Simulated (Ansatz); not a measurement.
Start from this file.

```xyz
8
Lattice="6.2155 0.0000 0.0000 0.0000 6.2155 0.0000 0.0000 0.0000 6.2155" Properties=species:S:1:pos:R:3 pbc="T T T"
Ga    0.0000    0.0000    0.0000
Sb    4.6616    1.5539    1.5539
Ga    0.0000    3.1077    3.1077
Sb    4.6616    4.6616    4.6616
Ga    3.1077    0.0000    3.1077
Sb    1.5539    1.5539    4.6616
Ga    3.1077    3.1077    0.0000
Sb    1.5539    4.6616    1.5539
```

Q: Summarise the structure in words.

A: It has the composition GaSb. The lattice is face-centred cubic and the space group F-43m (No. 216). The prototype is zinc blende (sphalerite type). Atoms per cell: 8 (4 Ga, 4 Sb). Ga is linked to four Sb in a tetrahedral arrangement at 2.69 Å. Sb is linked to four Ga in a tetrahedral arrangement at 2.69 Å. The bonds build a three-dimensional framework.

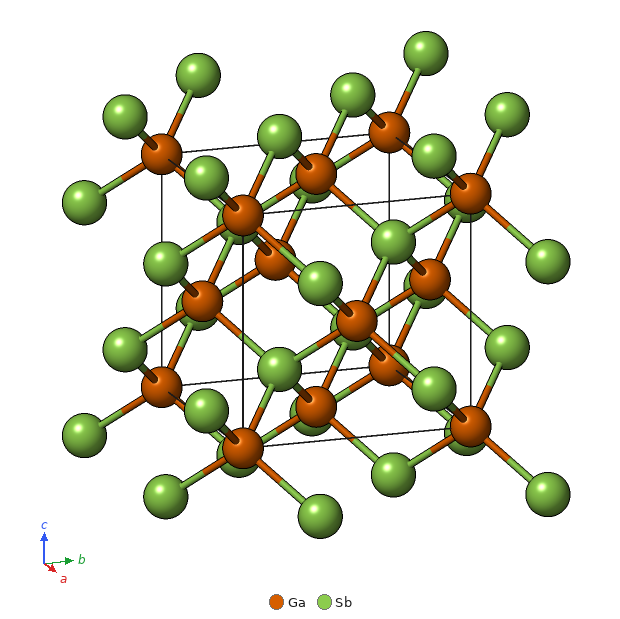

The image is a ball-and-stick drawing of a crystal, viewed slightly off an axis. The outline marks the conventional unit cell. The first bonded neighbours in the surrounding cells are also shown. Colours: gallium orange, antimony green.

Its origin is a structure listed in the Materials Project, with elements exchanged, so it need not be a known form of the compound. The picture shows the end point of a geometry optimisation with DFT PBE, scalar-relativistic, plane waves, PAW (Ansatz).
